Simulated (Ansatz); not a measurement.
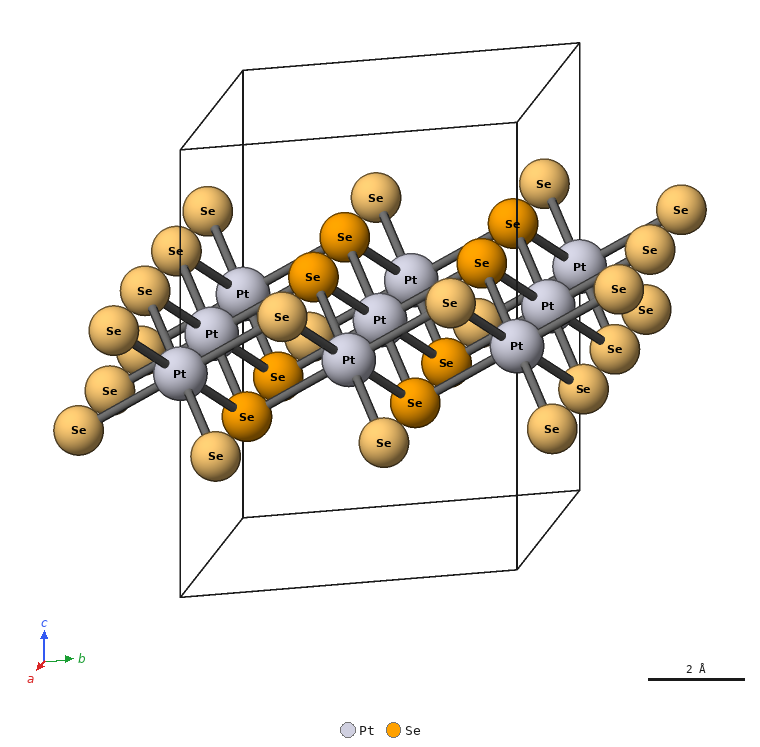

*The structure as given in the input (ball-and-stick view of the 2 × 2 repeat of the cell, with the vacuum cut short, seen slightly off an axis; neighbours outside the cell are drawn fainter).*

# Run report: PtSe2, geometry relaxation (part 1 of 2)

The run: geometry relaxation of PtSe2 (slab, 3 atoms in the cell). Method and program: DFT, PBEsol, plane waves, PAW, no spin polarisation (Ansatz 0.2.0).

The geometry comes from this level: PBE.

### The program's output
```
Engine: ansatz 0.2.0, aarch64-unknown-linux-gnu
Pseudopotentials: kind: paw
Pseudopotential: Pt, paw, valence charge 18, recommended cutoff 420 eV (normal), Pt.paw.azcp
Pseudopotential: Se, paw, valence charge 16, recommended cutoff 420 eV (normal), Se.paw.azcp
Functional definition: PBEsol
  exchange = pbesol_x
  correlation = pbesol_c
Crystal: 3 atoms, lattice volume = 365.752 Å³
Basis set: ecut = 420 eV, 7157 PW (Γ), exchange–correlation on 54×54×432 points (8 copies of the dense FFT grid, shifted against one another)
Bands: 30, of which v1, the nominal top of the filled ones, is band 25 counted from 1 (24 counted from 0)
Symmetry: 12 space group operations
Space group: P-3m1 (ITA 164), of the structure as read, at distance tolerance 7.2e-5 Å
k-points: 19 of 144
Non-local potential: Pt, projectors of the file, l = 0: 3, l = 1: 2, l = 2: 2, l = 3: 1
Non-local potential: Se, projectors of the file, l = 0: 2, l = 1: 2, l = 2: 3, l = 3: 1
PAW form: soft (Blöchl's): semilocal exchange-correlation on the pseudo side does not see the compensation charge
PAW frozen core: Pt, regenerated for the run's functional, and the local potential with it (the file was generated under x = pbe(κ = 0.804, μ = 0.2195149727645171), c = pbe(β = 0.06672455060314922))
PAW frozen core: Se, regenerated for the run's functional, and the local potential with it (the file was generated under x = pbe(κ = 0.804, μ = 0.2195149727645171), c = pbe(β = 0.06672455060314922))
PAW one-centre angular grid: Pt, 590 points (default); XC on 64 Gauss nodes
PAW one-centre angular grid: Se, 590 points (default); XC on 64 Gauss nodes
Initial density: superposition of atomic densities (neutral atoms: chi_scale 0, normalization atom), corrected by the library's trained network
Initial wavefunctions: pseudopotential atomic-orbital guess
Functional: x = pbesol(κ = 0.804, μ = 0.12345679012345678), c = pbesol(β = 0.046)
SCF iter   1: F=—  HF=-23233.318201 eV  |F-HF|=—  |Δ(HF+E_count)|=         —  Δρ=1.50e-3  dr2=7.23e-3  ethr=1.77e-3  ⟨swp⟩=13.8  Hψ=3627  notcnv=0
preconditioner: auto → Resta (q_TF=auto, 1.958 Å⁻¹)  ε∞=2.0  [insulator: Δε(μ)=1.387 eV  Ē_g=9.316 eV  σ=0.020 eV  W_gap=1.00  n_scr=36 (ndim 8)  ℏωp=9.1 eV  f_vac=0.793  D(μ)=0.00/eV (n_scr^D=0)  ε∞_Penn≈2.0  vacuum switching on, ρ_ref=6.3e-3 e/Å³]
SCF iter   2: F=—  HF=-23233.311628 eV  |F-HF|=—  |Δ(HF+E_count)|=   6.57e-3  Δρ=8.64e-4  dr2=4.91e-3  ethr=1.45e-5  ⟨swp⟩=4.2  Hψ=1718  notcnv=0  defer=19
SCF iter   3: F=—  HF=-23233.311166 eV  |F-HF|=—  |Δ(HF+E_count)|=   4.62e-4  Δρ=4.71e-4  dr2=6.58e-4  ethr=9.82e-6  ⟨swp⟩=2.9  Hψ=898  notcnv=0  defer=19
SCF iter   4: F=—  HF=-23233.311259 eV  |F-HF|=—  |Δ(HF+E_count)|=   9.33e-5  Δρ=1.82e-4  dr2=6.52e-5  ethr=1.32e-6  ⟨swp⟩=2.8  Hψ=902  notcnv=0  defer=19
SCF iter   5: F=—  HF=-23233.311422 eV  |F-HF|=—  |Δ(HF+E_count)|=   1.62e-4  Δρ=4.95e-5  dr2=7.02e-6  ethr=1.30e-7  ⟨swp⟩=3.0  Hψ=978  notcnv=0  defer=19
SCF iter   6: F=—  HF=-23233.311427 eV  |F-HF|=—  |Δ(HF+E_count)|=   5.44e-6  Δρ=7.36e-6  dr2=1.58e-7  ethr=1.40e-8  ⟨swp⟩=3.3  Hψ=992  notcnv=0  defer=19
SCF iter   7: F=-23233.311428 eV  HF=-23233.311428 eV  |F-HF|=2.03e-8  |Δ(HF+E_count)|=   5.01e-7  Δρ=1.01e-6  dr2=6.11e-9  ethr=2.00e-10  ⟨swp⟩=14.1  Hψ=4978  notcnv=0
SCF 1 converged in 7 iterations: F = -23233.311428 eV  dr2 = 6.11e-9
  greatest PAW one-centre occupation: 1.000 electrons in one spin orbital (limit 2), on the Pt atom at site 0 (counted from 0), in its partial waves of l = 0
relax step   1: F+E_penalty+E_count = -23233.31142757 eV  Δ(F+E_penalty+E_count) = +0.000e0 eV  max|allowed force component| = 4.546e-1 eV/Å  Δτ_max = 0.0000 Å  P = -2.441 N/m  Ω = 365.752 Å³  fix = [c, alpha, beta]  reactions: c -0.000 N/m  (7 SCF iters, dr2 threshold 1.00e-7 eV, accepted)
Crystal: 3 atoms, lattice volume = 358.573 Å³
Basis set: ecut = 420 eV, 7049 PW (Γ), exchange–correlation on 54×54×432 points (8 copies of the dense FFT grid, shifted against one another)
Initial density: handed on by an earlier stage of this run
Initial wavefunctions: those handed on with the density
iter 1 solved again at ethr=2.54e-5 eV; its pass at ethr=3.10e-3 eV (dr2=1.27e-2 eV) is discarded
SCF iter   1: F=—  HF=-23233.322592 eV  |F-HF|=—  |Δ(HF+E_count)|=         —  Δρ=1.90e-3  dr2=1.26e-2  ethr=2.54e-5  ⟨swp⟩=3.5  Hψ=3759  notcnv=0
preconditioner: auto → Resta (q_TF=auto, 1.965 Å⁻¹)  ε∞=1.9  [insulator: Δε(μ)=1.416 eV  Ē_g=9.639 eV  σ=0.020 eV  W_gap=1.00  n_scr=24 (ndim 8)  ℏωp=9.2 eV  f_vac=0.796  D(μ)=0.00/eV (n_scr^D=0)  ε∞_Penn≈1.9  vacuum switching on, ρ_ref=6.7e-3 e/Å³]
SCF iter   2: F=—  HF=-23233.321001 eV  |F-HF|=—  |Δ(HF+E_count)|=   1.59e-3  Δρ=1.24e-3  dr2=6.73e-3  ethr=2.51e-5  ⟨swp⟩=3.2  Hψ=1142  notcnv=0
SCF iter   3: F=—  HF=-23233.320040 eV  |F-HF|=—  |Δ(HF+E_count)|=   9.61e-4  Δρ=6.23e-4  dr2=1.04e-3  ethr=1.35e-5  ⟨swp⟩=3.0  Hψ=1002  notcnv=0
SCF iter   4: F=—  HF=-23233.319936 eV  |F-HF|=—  |Δ(HF+E_count)|=   1.04e-4  Δρ=1.92e-4  dr2=7.30e-5  ethr=2.08e-6  ⟨swp⟩=3.1  Hψ=1049  notcnv=0
SCF iter   5: F=—  HF=-23233.320046 eV  |F-HF|=—  |Δ(HF+E_count)|=   1.10e-4  Δρ=4.93e-5  dr2=8.32e-6  ethr=1.46e-7  ⟨swp⟩=3.2  Hψ=1008  notcnv=0
SCF iter   6: F=-23233.320047 eV  HF=-23233.320047 eV  |F-HF|=8.90e-8  |Δ(HF+E_count)|=   1.12e-6  Δρ=6.44e-6  dr2=2.26e-7  ethr=6.00e-10  ⟨swp⟩=13.9  Hψ=6109  notcnv=0
SCF 2 converged in 6 iterations: F = -23233.320047 eV  dr2 = 2.26e-7
relax step   2: F+E_penalty+E_count = -23233.32004737 eV  Δ(F+E_penalty+E_count) = -8.620e-3 eV  max|allowed force component| = 5.152e-1 eV/Å  Δτ_max = 0.0600 Å  P = +1.232 N/m  Ω = 358.573 Å³  energy of the carried Pulay correction = +2.413e-4 eV  fix = [c, alpha, beta]  reactions: c +0.000 N/m  (6 SCF iters, dr2 threshold 3.00e-7 eV, accepted)
Crystal: 3 atoms, lattice volume = 358.100 Å³
iter 1 solved again at ethr=5.45e-6 eV; its pass at ethr=3.10e-3 eV (dr2=2.72e-3 eV) is discarded
SCF iter   1: F=—  HF=-23233.341919 eV  |F-HF|=—  |Δ(HF+E_count)|=         —  Δρ=1.24e-3  dr2=2.94e-3  ethr=5.45e-6  ⟨swp⟩=3.4  Hψ=3331  notcnv=0
preconditioner: auto → Resta (q_TF=auto, 1.965 Å⁻¹)  ε∞=1.9  [insulator: Δε(μ)=1.424 eV  Ē_g=9.513 eV  σ=0.020 eV  W_gap=1.00  n_scr=24 (ndim 8)  ℏωp=9.2 eV  f_vac=0.793  D(μ)=0.00/eV (n_scr^D=0)  ε∞_Penn≈1.9  vacuum switching on, ρ_ref=6.6e-3 e/Å³]
SCF iter   2: F=—  HF=-23233.341335 eV  |F-HF|=—  |Δ(HF+E_count)|=   5.84e-4  Δρ=6.38e-4  dr2=8.18e-4  ethr=5.45e-6  ⟨swp⟩=3.7  Hψ=1221  notcnv=0
SCF iter   3: F=—  HF=-23233.341318 eV  |F-HF|=—  |Δ(HF+E_count)|=   1.65e-5  Δρ=3.44e-4  dr2=5.42e-4  ethr=1.64e-6  ⟨swp⟩=3.1  Hψ=965  notcnv=0
SCF iter   4: F=—  HF=-23233.341235 eV  |F-HF|=—  |Δ(HF+E_count)|=   8.27e-5  Δρ=7.64e-5  dr2=1.98e-5  ethr=1.08e-6  ⟨swp⟩=2.9  Hψ=886  notcnv=0
SCF iter   5: F=—  HF=-23233.341342 eV  |F-HF|=—  |Δ(HF+E_count)|=   1.07e-4  Δρ=1.83e-5  dr2=1.07e-6  ethr=3.96e-8  ⟨swp⟩=3.5  Hψ=1087  notcnv=0
SCF iter   6: F=-23233.341343 eV  HF=-23233.341343 eV  |F-HF|=1.96e-8  |Δ(HF+E_count)|=   3.76e-7  Δρ=4.37e-6  dr2=1.24e-7  ethr=6.00e-10  ⟨swp⟩=15.3  Hψ=5292  notcnv=0
SCF 3 converged in 6 iterations: F = -23233.341343 eV  dr2 = 1.24e-7
relax step   3: F+E_penalty+E_count = -23233.34134251 eV  Δ(F+E_penalty+E_count) = -2.130e-2 eV  max|allowed force component| = 5.635e-3 eV/Å  Δτ_max = 0.0431 Å  P = -0.238 N/m  Ω = 358.100 Å³  energy of the carried Pulay correction = +2.574e-4 eV  fix = [c, alpha, beta]  reactions: c -0.000 N/m  (6 SCF iters, dr2 threshold 3.00e-7 eV, accepted)
Crystal: 3 atoms, lattice volume = 356.834 Å³
Basis set: ecut = 420 eV, 7025 PW (Γ), exchange–correlation on 54×54×432 points (8 copies of the dense FFT grid, shifted against one another)
iter 1 solved again at ethr=1.72e-7 eV; its pass at ethr=3.10e-3 eV (dr2=8.58e-5 eV) is discarded
SCF iter   1: F=—  HF=-23233.341769 eV  |F-HF|=—  |Δ(HF+E_count)|=         —  Δρ=1.89e-4  dr2=1.07e-4  ethr=1.72e-7  ⟨swp⟩=4.4  Hψ=3634  notcnv=0
preconditioner: auto → Resta (q_TF=auto, 1.966 Å⁻¹)  ε∞=1.9  [insulator: Δε(μ)=1.423 eV  Ē_g=9.515 eV  σ=0.020 eV  W_gap=1.00  n_scr=24 (ndim 8)  ℏωp=9.2 eV  f_vac=0.793  D(μ)=0.00/eV (n_scr^D=0)  ε∞_Penn≈1.9  vacuum switching on, ρ_ref=6.6e-3 e/Å³]
SCF iter   2: F=—  HF=-23233.341761 eV  |F-HF|=—  |Δ(HF+E_count)|=   7.78e-6  Δρ=1.16e-4  dr2=6.61e-5  ethr=1.72e-7  ⟨swp⟩=3.0  Hψ=931  notcnv=0
SCF iter   3: F=—  HF=-23233.341750 eV  |F-HF|=—  |Δ(HF+E_count)|=   1.08e-5  Δρ=5.88e-5  dr2=5.67e-6  ethr=1.32e-7  ⟨swp⟩=3.1  Hψ=908  notcnv=0
SCF iter   4: F=—  HF=-23233.341750 eV  |F-HF|=—  |Δ(HF+E_count)|=   4.14e-7  Δρ=1.17e-5  dr2=2.97e-7  ethr=1.13e-8  ⟨swp⟩=3.1  Hψ=937  notcnv=0
SCF iter   5: F=-23233.341750 eV  HF=-23233.341750 eV  |F-HF|=7.23e-9  |Δ(HF+E_count)|=   6.14e-8  Δρ=2.32e-6  dr2=2.07e-8  ethr=1.77e-10  ⟨swp⟩=14.6  Hψ=5122  notcnv=0
SCF 4 converged in 5 iterations: F = -23233.341750 eV  dr2 = 2.07e-8
relax step   4: F+E_penalty+E_count = -23233.34174984 eV  Δ(F+E_penalty+E_count) = -4.073e-4 eV  max|allowed force component| = 1.750e-3 eV/Å  Δτ_max = 0.0035 Å  P = -0.059 N/m  Ω = 356.834 Å³  energy of the carried Pulay correction = +3.005e-4 eV  fix = [c, alpha, beta]  reactions: c -0.000 N/m  (5 SCF iters, dr2 threshold 8.87e-8 eV, accepted)
Crystal: 3 atoms, lattice volume = 356.431 Å³
Basis set: ecut = 420 eV, 6989 PW (Γ), exchange–correlation on 54×54×432 points (8 copies of the dense FFT grid, shifted against one another)
iter 1 solved again at ethr=1.75e-8 eV; its pass at ethr=3.10e-3 eV (dr2=8.76e-6 eV) is discarded
SCF iter   1: F=—  HF=-23233.341675 eV  |F-HF|=—  |Δ(HF+E_count)|=         —  Δρ=6.08e-5  dr2=1.11e-5  ethr=1.75e-8  ⟨swp⟩=4.5  Hψ=3595  notcnv=0
preconditioner: auto → Resta (q_TF=auto, 1.967 Å⁻¹)  ε∞=1.9  [insulator: Δε(μ)=1.419 eV  Ē_g=9.519 eV  σ=0.020 eV  W_gap=1.00  n_scr=24 (ndim 8)  ℏωp=9.2 eV  f_vac=0.793  D(μ)=0.00/eV (n_scr^D=0)  ε∞_Penn≈1.9  vacuum switching on, ρ_ref=6.6e-3 e/Å³]
SCF iter   2: F=—  HF=-23233.341677 eV  |F-HF|=—  |Δ(HF+E_count)|=   2.18e-6  Δρ=3.75e-5  dr2=6.88e-6  ethr=1.75e-8  ⟨swp⟩=2.9  Hψ=947  notcnv=0
SCF iter   3: F=—  HF=-23233.341676 eV  |F-HF|=—  |Δ(HF+E_count)|=   1.48e-6  Δρ=1.90e-5  dr2=5.98e-7  ethr=1.38e-8  ⟨swp⟩=3.1  Hψ=884  notcnv=0
SCF iter   4: F=—  HF=-23233.341786 eV  |F-HF|=—  |Δ(HF+E_count)|=   1.10e-4  Δρ=3.74e-6  dr2=3.12e-8  ethr=1.20e-9  ⟨swp⟩=3.1  Hψ=919  notcnv=0
SCF iter   5: F=-23233.341786 eV  HF=-23233.341786 eV  |F-HF|=1.94e-9  |Δ(HF+E_count)|=   1.36e-8  Δρ=7.50e-7  dr2=2.20e-9  ethr=1.08e-11  ⟨swp⟩=13.3  Hψ=4655  notcnv=0
SCF 5 converged in 5 iterations: F = -23233.341786 eV  dr2 = 2.20e-9
relax step   5: F+E_penalty+E_count = -23233.34178623 eV  Δ(F+E_penalty+E_count) = -3.640e-5 eV  max|allowed force component| = 3.053e-5 eV/Å  Δτ_max = 0.0011 Å  P = +0.000 N/m  Ω = 356.431 Å³  energy of the carried Pulay correction = +3.142e-4 eV  fix = [c, alpha, beta]  reactions: c +0.000 N/m  (5 SCF iters, dr2 threshold 5.40e-9 eV, accepted)
Basis set: ecut = 420 eV, 6989 PW (Γ), exchange–correlation on 50×50×432 points (8 copies of the dense FFT grid, shifted against one another)
Initial wavefunctions: pseudopotential atomic-orbital guess (no wavefunctions were taken with the density)
iter 1 solved again at ethr=7.29e-7 eV; its pass at ethr=3.10e-3 eV (dr2=3.64e-4 eV) is discarded
SCF iter   1: F=—  HF=-23233.341351 eV  |F-HF|=—  |Δ(HF+E_count)|=         —  Δρ=1.70e-5  dr2=1.62e-7  ethr=7.29e-7  ⟨swp⟩=6.3  Hψ=5966  notcnv=0
eigensolver tolerance schedule: the retry pair's looser diagonalisation over-reported the residual by 2241.36 of it (diagonalisation noise at 1.11 of the residual, at the tolerance the schedule requests for it); recorded, not acted on — ethr = c·dr2/N_el stays at c = 1.0e-1
SCF iter   2: F=—  HF=-23233.341451 eV  |F-HF|=—  |Δ(HF+E_count)|=   1.00e-4  Δρ=9.37e-6  dr2=8.10e-8  ethr=3.25e-10  ⟨swp⟩=5.0  Hψ=1833  notcnv=0
SCF iter   3: F=—  HF=-23233.341451 eV  |F-HF|=—  |Δ(HF+E_count)|=   2.89e-8  Δρ=5.09e-6  dr2=1.08e-7  ethr=1.62e-10  ⟨swp⟩=2.9  Hψ=1186  notcnv=0
SCF iter   4: F=—  HF=-23233.341451 eV  |F-HF|=—  |Δ(HF+E_count)|=   1.48e-8  Δρ=1.25e-6  dr2=1.08e-9  ethr=1.62e-10  ⟨swp⟩=2.9  Hψ=886  notcnv=0
SCF iter   5: F=—  HF=-23233.341451 eV  |F-HF|=—  |Δ(HF+E_count)|=  3.27e-10  Δρ=3.15e-7  dr2=2.22e-10  ethr=2.16e-12  ⟨swp⟩=3.9  Hψ=1357  notcnv=0
SCF iter   6: F=-23233.341451 eV  HF=-23233.341451 eV  |F-HF|=1.82e-11  |Δ(HF+E_count)|=  1.27e-10  Δρ=5.23e-8  dr2=7.45e-12  ethr=1.00e-12  ⟨swp⟩=11.8  Hψ=4192  notcnv=0
SCF 6 converged in 6 iterations: F = -23233.341451 eV  dr2 = 7.45e-12
relax step   6: F+E_penalty+E_count = -23233.34145094 eV  Δ(F+E_penalty+E_count) = +3.353e-4 eV  max|allowed force component| = 1.444e-4 eV/Å  Δτ_max = 0.0000 Å  P = +0.002 N/m  Ω = 356.431 Å³  fix = [c, alpha, beta]  reactions: c +0.000 N/m  stress off target by 1.54e-3 N/m on what of the cell is left free  SCF on the basis re-selected at this cell (its energy is not comparable with the rows above)  (6 SCF iters)
```

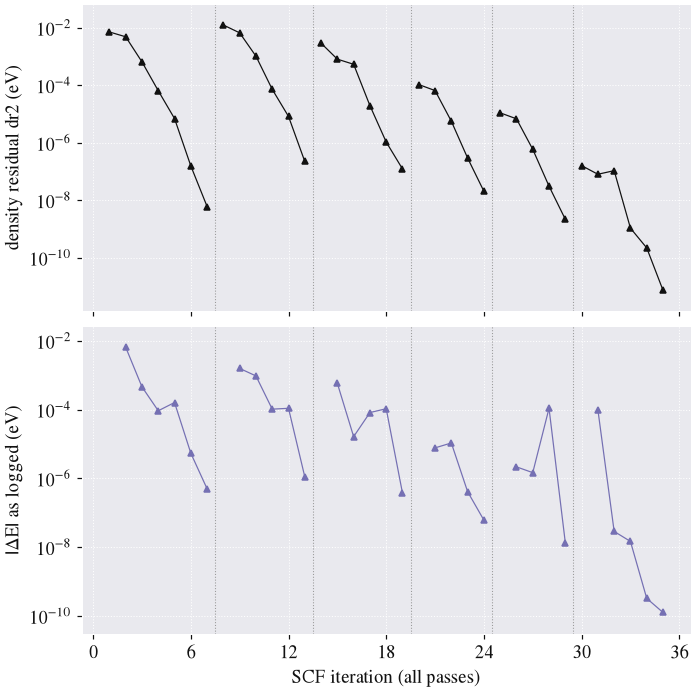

*Convergence of the self-consistent field: density residual dr2 and size of the energy change against the SCF iteration. The dotted lines part the SCF passes of the relaxation: geometry steps, rejected trials and re-solves on a re-selected basis.*

The 6 passes take 5 to 7 iterations each, 35 in all.
